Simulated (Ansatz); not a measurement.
# Run report: PbI2, geometry relaxation (part 2 of 2)

PbI2 (3 atoms in the cell); DFT PBE, scalar-relativistic, plane waves, PAW, no spin polarisation (Ansatz 0.2.0); cutoff 420 eV, 6×6×1 k-mesh, fixed occupations. The structure was made by a generator, so it may or may not be a known phase.

Geometry of the input (Å; fractional positions):
```
4.6658  0.0000  0.0000
-2.3329  4.0407  0.0000
0.0000  0.0000  31.1956
Pb 0.0000  0.0000  0.2885
I  0.3333  0.6667  0.3482
I  0.6667  0.3333  0.2288
```

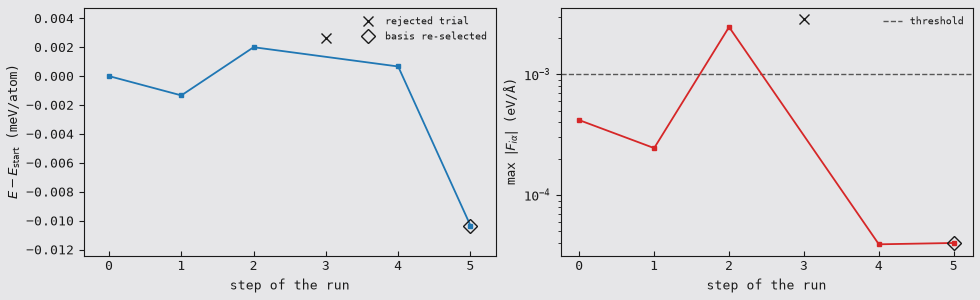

Progress of the relaxation, step by step (the first geometry is step 0 here and step 1 in the log). The atoms keep their places relative to the cell (all moves are under 0.005 Å). Over 4 geometry steps the energy rises by next to nothing (0.0 meV per atom). The largest force component goes from 0.00042 to under 0.0001 eV/Å. The line search rejected the trial step at point 3 (counted from 0) and went back. A last SCF at the same geometry on a re-selected plane-wave basis shifts the energy by next to nothing (0.0 meV per atom).

```
basis re-selected at this cell: Δ(F+E_penalty+E_count) = -3.354e-5 eV, ΔP = -0.000 N/m vs the last step (what re-selecting the basis moved, of the pressure what is left beyond the Pulay correction that the steps carried, after the strain that the cell walked since its last selection, with what the two solves' SCF thresholds leave and, on support functions, any second-order correction that the steps lacked; it is no measure of the basis error at this ecutwfc). This SCF's stress stands 3.76e-4 N/m from its target on what of the cell is left free (relax.cell.stress_2d_tol is 5.00e-3 N/m) and its largest allowed force component is 4.00e-5 eV/Å (relax.f_tol is 1.00e-3 eV/Å): within both
WARN: The output density's exchange-correlation potential varies sharply where the density is thin. Do not read a vacuum level from v_tot or v_xc, or from such a field of the output density. On a cell that repeats whose density bears no net charge and no dipole along the vacuum's axis use v_es (v_loc + v_h of the components); under efield.dipole_correction with no amplitude use v_es + v_field, which holds any external_charges[].barrier, or the levels of the report's work_function block, which leave it out; under a non-zero efield.amplitude the vacuum is tilted and has no level; on a cell that repeats and bears such a dipole with no correction it is tilted too, and efield.dipole_correction with no amplitude gives each side of its ramp a level where efield: is served; in a cell that repeats whose density bears a net charge (total_charge, or a fill off its count) it is curved and has none; of a slab under crystal.periodic whose density bears no net charge use v_es, which has a level on each side, short of where the two are joined; of another it falls or rises all the way out and has none; of a slab beside external_charges read slab_vacuum_level instead, which it has where they leave it neutral. The grid or the basis barely resolves most such structure, and the values can differ between equally converged runs; as a rule a tighter scf.convergence.dr2_threshold does not remove it. Where the density itself ripples (under the LDA too) a higher basis.ecutwfc lessens it. The files hold the spikes' plane waves up to the density's cutoff. Files: v_tot_of_output_density and the like, and their columns of v_z.tsv (output.write_potential); v_xc_of_output_density and the like, and their columns of v_comp_z.tsv (output.write_potential_components). Measured: with its Gaussian average of σ = 0.25 Å subtracted twice, the exchange-correlation potential is over 0.1 eV at 28 of the grid points where the equally averaged density (valence and model cores) is under 1e-3 e/Å³, and 0.122 eV at the most among them, at an averaged density of 9.8e-4 e/Å³. The input density's (outcome.potential() and, of a run that writes arrays, v_tot and v_xc) is over 0.1 eV, so measured, at 28 points of its own thin density, 0.122 eV at the most. See output.write_potential in the manual, Limitations
SCF converged after 8 iterations
Free energy (F): -26934.239557 eV
Harris-Foulkes:  -26934.239557 eV  (|F-HF|=3.64e-12)
Internal energy: -26934.239557 eV  (E = F + TS)
E sigma→0 (E₀):  -26934.239557 eV
Fermi energy:    -6.488293 eV
--- Per-component energies (eV) ---
  E_band       = -1410.697136
  E_kinetic    = 662.258644
  E_local      = -70561.655395  (includes V_loc(G=0)·N_el)
  E_nonlocal   = 168.067424
  E_hartree    = 34935.687416
  E_xc         = -476.185173
  E_vxc        = -388.274018  (∫ρ·V_xc dr)
  E_paw        = -20034.954077  (= ΣΔE_a)
  E_vpaw       = -1162.468693  (= ΣTr[D̂ρ^β])
  E_aug_tail   = 0.000054  (compensation charges beyond the density's cutoff)
  E_ewald      = 28372.541550
  E_smearing   = -0.000000  (= −TS)
  E_closure    = 0.000000  (closes the sum)
  Σ components = -26934.239557   (vs F -26934.239557, Δ=0.00e0)
--- Forces (eV/Å), atoms counted from 1 ---
  atom   1  Pb     0.00000000     0.00000000     0.00000000
  atom   2  I     -0.00000000    -0.00000000    -0.00003999
  atom   3  I     -0.00000000     0.00000000     0.00003999
  max |Σ_I F_I| component: 4.63e-18 eV/Å
--- 2D stress c σ (N/m, compression-positive) ---
       -0.000376      -0.000000       0.000000
       -0.000000      -0.000376       0.000000
        0.000000       0.000000      -0.000000
  P = ½ c Tr σ = -0.0004 N/m
--- Band table (eV; the first three rows and the last of 7) ---
  k-point 0: bands = ["-49.9659", "-49.9659", "-49.9659", "-49.9659", "-49.9635", "-49.9635", "-49.9634", "-49.9634", "-49.9622", "-49.9621", "-22.3641", "-22.3641", "-22.3576", "-22.3500", "-22.3500", "-18.0491", "-17.5725", "-12.9584", "-7.3297", "-7.1965", "-7.1965", "-6.9702", "-6.9702", "-6.8289", "-3.9498", "-3.0089", "-3.0089", "-0.6875", "-0.4301"]
  k-point 1: bands = ["-49.9659", "-49.9659", "-49.9658", "-49.9658", "-49.9635", "-49.9635", "-49.9635", "-49.9634", "-49.9622", "-49.9621", "-22.3714", "-22.3621", "-22.3555", "-22.3509", "-22.3486", "-17.9478", "-17.5211", "-13.0715", "-7.9534", "-7.4828", "-7.4822", "-7.2515", "-6.9344", "-6.4911", "-3.4619", "-2.8935", "-2.7779", "-0.3370", "-0.2195"]
  k-point 2: bands = ["-49.9659", "-49.9659", "-49.9658", "-49.9658", "-49.9635", "-49.9635", "-49.9635", "-49.9634", "-49.9621", "-49.9621", "-22.3865", "-22.3605", "-22.3554", "-22.3479", "-22.3433", "-17.7073", "-17.4316", "-13.3463", "-8.7416", "-7.9346", "-7.8611", "-7.1722", "-7.0002", "-6.7506", "-3.2281", "-2.4525", "-2.2183", "-0.3596", "0.2319"]
  k-point 6: bands = ["-49.9658", "-49.9658", "-49.9658", "-49.9658", "-49.9636", "-49.9635", "-49.9635", "-49.9634", "-49.9621", "-49.9621", "-22.3782", "-22.3782", "-22.3478", "-22.3468", "-22.3468", "-17.4320", "-17.4320", "-13.5756", "-8.6837", "-8.6837", "-8.4225", "-7.2210", "-7.2210", "-6.5520", "-2.4584", "-2.4584", "-1.9785", "0.7407", "1.0905"]
--- Relaxed structure (5 steps of the walk, 4 accepted, 1 SCFs on fresh bases) ---
  F+E_penalty+E_count = -26934.23955721 eV   max|allowed force component| = 3.999e-5 eV/Å   (the final SCF, on the basis selected at the relaxed cell)
  cell:  # Å, volume = 589.5081 Å³
    - [4.6712461256778885, 1.938064131894279e-54, 1.5144532219789425e-81]
    - [-2.3356230628389443, 4.045417812166687, 2.6367708536484697e-82]
    - [1.0125566374977297e-80, 7.881658360427222e-81, 31.19561968]
  atoms:
    - { symbol: Pb, position: [-6.145360519731574e-35, -4.137397228688845e-35, 0.2885020427] }
    - { symbol: I, position: [0.33333333333333326, 0.6666666666666665, 0.3481471416632043] }
    - { symbol: I, position: [0.6666666666666666, 0.33333333333333326, 0.22885694373679563] }
```

Trajectory as extended XYZ (Å, eV, eV/Å), 6 frames, from step=1 to step=6
```
3
Lattice="4.6658 0.0000 0.0000 -2.3329 4.0407 0.0000 0.0000 0.0000 31.1956" Properties=species:S:1:pos:R:3:forces:R:3 step=1 energy=-26934.23953
Pb    0.0000    0.0000    9.0000    0.0000   0.0000   0.0000
I     0.0000    2.6938   10.8638    0.0000   0.0000  -0.0004
I     2.3329    1.3469    7.1362    0.0000   0.0000   0.0004
3
Lattice="4.6672 0.0000 0.0000 -2.3336 4.0419 0.0000 0.0000 0.0000 31.1956" Properties=species:S:1:pos:R:3:forces:R:3 step=2 energy=-26934.23953
Pb    0.0000    0.0000    9.0000    0.0000   0.0000   0.0000
I     0.0000    2.6946   10.8628    0.0000   0.0000   0.0002
I     2.3336    1.3473    7.1372    0.0000   0.0000  -0.0002
3
Lattice="4.6715 0.0000 0.0000 -2.3358 4.0457 0.0000 0.0000 0.0000 31.1956" Properties=species:S:1:pos:R:3:forces:R:3 step=3 energy=-26934.23952
Pb    0.0000    0.0000    9.0000    0.0000   0.0000   0.0000
I     0.0000    2.6971   10.8613    0.0000   0.0000  -0.0025
I     2.3358    1.3486    7.1387    0.0000   0.0000   0.0025
3
Lattice="4.6718 0.0000 0.0000 -2.3359 4.0459 0.0000 0.0000 0.0000 31.1956" Properties=species:S:1:pos:R:3:forces:R:3 step=4 energy=-26934.23952 accepted=F
Pb    0.0000    0.0000    9.0000    0.0000   0.0000   0.0000
I     0.0000    2.6972   10.8595    0.0000   0.0000   0.0029
I     2.3359    1.3486    7.1405    0.0000   0.0000  -0.0029
3
Lattice="4.6712 0.0000 0.0000 -2.3356 4.0454 0.0000 0.0000 0.0000 31.1956" Properties=species:S:1:pos:R:3:forces:R:3 step=5 energy=-26934.23952
Pb    0.0000    0.0000    9.0000    0.0000   0.0000   0.0000
I     0.0000    2.6969   10.8607    0.0000   0.0000   0.0000
I     2.3356    1.3485    7.1393    0.0000   0.0000   0.0000
3
Lattice="4.6712 0.0000 0.0000 -2.3356 4.0454 0.0000 0.0000 0.0000 31.1956" Properties=species:S:1:pos:R:3:forces:R:3 step=6 energy=-26934.23956
Pb    0.0000    0.0000    9.0000    0.0000   0.0000   0.0000
I     0.0000    2.6969   10.8607    0.0000   0.0000   0.0000
I     2.3356    1.3485    7.1393    0.0000   0.0000   0.0000
```

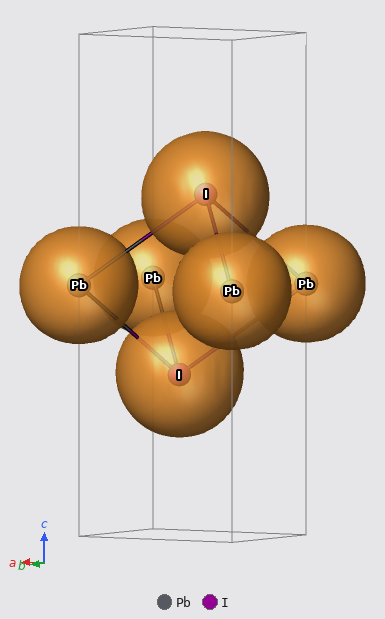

Isosurface of the valence pseudo-density at 0.3 e/Å³ (orange), seen at an oblique angle. Sticks mark near contacts. At this value the density breaks into separate islands; it holds about 85 % of the electrons treated as valence (semicore included). It is pinched off along the Pb–I (3.28 Å) contacts. On the grid the lowest density along these lines, outside the cores, is 0.18 e/Å³ (Pb–I, 3.28 Å). In a PAW calculation such maps are meaningful between the atoms, not at the nuclei.

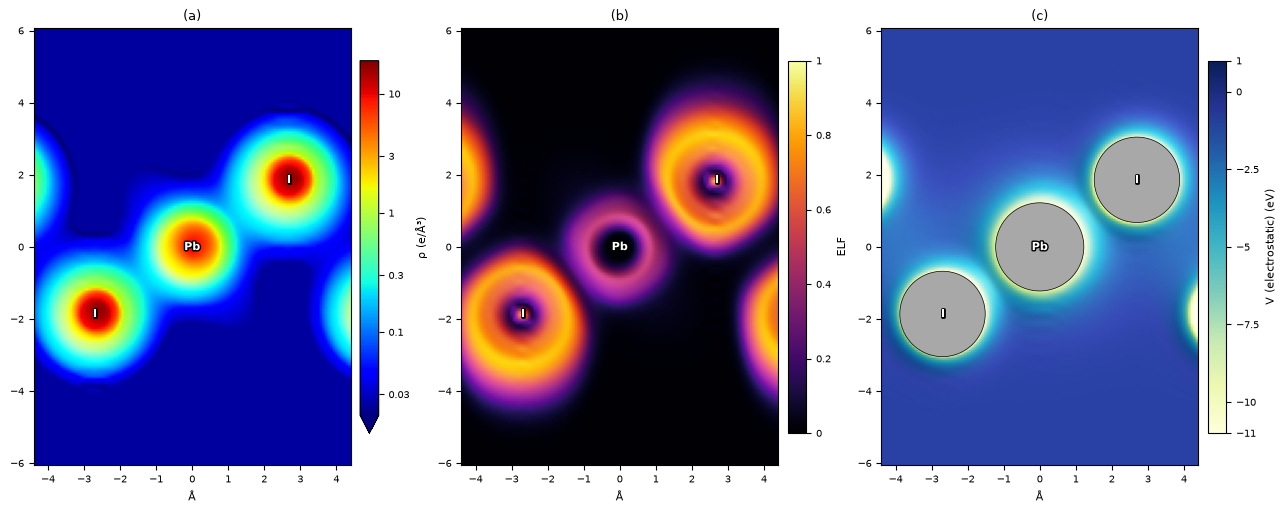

(a) valence pseudo-density; (b) ELF; (c) electrostatic potential energy of an electron on the (110) plane of the calculation cell, a cut from vacuum to vacuum. Grey discs, where drawn, cover atomic cores. The section cuts through Pb and I sites. Pb–I (3.28 Å): ρ at the midpoint is about 0.19 e/Å³; the ELF peaks at about 0.75 in the valence shell of I, 1.2 Å from its nucleus, and drops to about 0.25 between the two atoms. The density dies away to nearly zero in the vacuum.

Key numbers

```csv
quantity,value
outcome,converged
electrons treated,48
free energy,−26934.2396 eV
Fermi energy,−6.488 eV
gap on the k-point mesh,2.54 eV
final volume,589.51 Å³
largest force (length of the vector) at the end,under 0.001 eV/Å
wall time,67 s
peak memory,0.71 GiB
```

Notes

The program warns: the exchange-correlation potential is rough where the density is thin. Spin–orbit coupling is left out, which matters for Pb.
